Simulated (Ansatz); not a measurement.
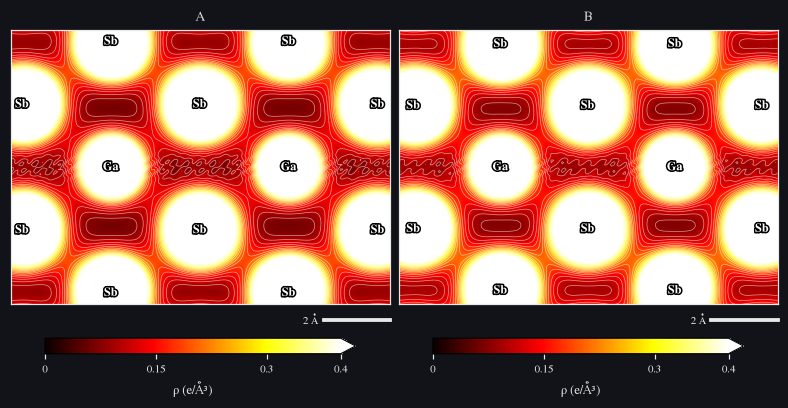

GaSb₃. The valence pseudo-density of two cells that differ in size, on the (101̄) plane of each (indices in the axes of the calculation cell), at one length scale and on one colour scale; one has 26.0 and the other 27.5 Å³ an atom.

Theory: Kohn-Sham DFT of a periodic cell, r2SCAN, Ansatz PAW (Ansatz 0.2.0).

The density is the valence pseudo-density of a PAW calculation; it isn't the true density close to the nuclei.

Which is the denser cell? Describe the effect of the change.

Answer. Panel B is the smaller cell, by 6 % in volume. From the larger cell to the smaller, Ga–Sb goes from 3.29 to 3.23 Å, and the density at its midpoint from 0.14 to 0.16 e/Å³; the pressure goes from −3.9 to −1.5 GPa.
